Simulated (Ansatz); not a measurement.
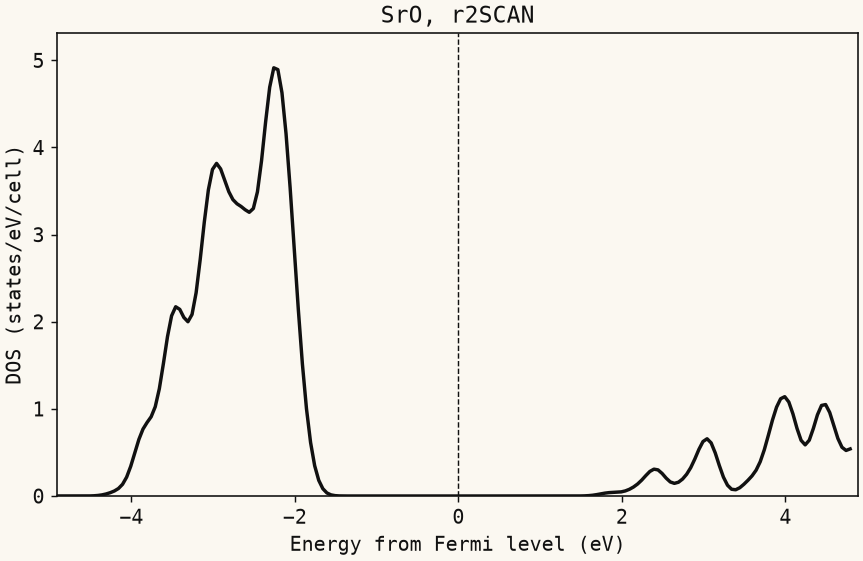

Density of states. Energies are counted from the Fermi level, put mid-gap where there is a gap. The curve is built from the levels of the k mesh with Gaussians 0.3 eV wide, which also blur the band edges.

Input of the run:

```
crystal:
  lattice:
    - [0.0, 2.4877901705, 2.4877901705]
    - [2.4877901705, 0.0, 2.4877901705]
    - [2.4877901705, 2.4877901705, 0.0]
  atoms:
    - { symbol: Sr, position: [0.0, 0.0, 0.0] }
    - { symbol: O, position: [0.5, 0.5, 0.5] }
kpoints:
  mp_grid: { grid: [8, 8, 8] }
  band_path:
    path:
      - [0.0, 0.0, 0.0]
      - [0.5, 0.0, 0.5]
      - [0.625, 0.25, 0.625]
      - [0.375, 0.375, 0.75]
      - [0.5, 0.5, 0.5]
      - [0.5, 0.25, 0.75]
      - [0.0, 0.5, 0.5]
    npoints: 1
hamiltonian:
  xc: r2scan
scf:
  occupations: { method: fixed }
  n_extra_bands: 4
output:
  forces: true
  stress: true
  eigenvalues: true
```

Run as:
```bash
ansatz run input.yaml --threads 4 --pin off --max-ram 3686MiB --backend cpu --events-out ev --progress --plain --runs-dir out
```

Q: Is there a gap at the Fermi level, and how wide?

A: There is a gap; over the k points computed it is 3.72 eV (direct among those points).

Q: How wide is the upper valence band?

A: The upper group of valence states starts about 2.3 eV under the valence-band top (which lies at −1.9 eV on this axis), with a gap beneath it; it holds about 6 electrons a cell.

Q: Where is the tallest peak of the filled states in the window?

A: Within the window shown, the tallest peak of the filled states lies 0.4 eV under the valence-band top, at about 4.9 states per eV and cell.

The cell is at 13 GPa in this functional.
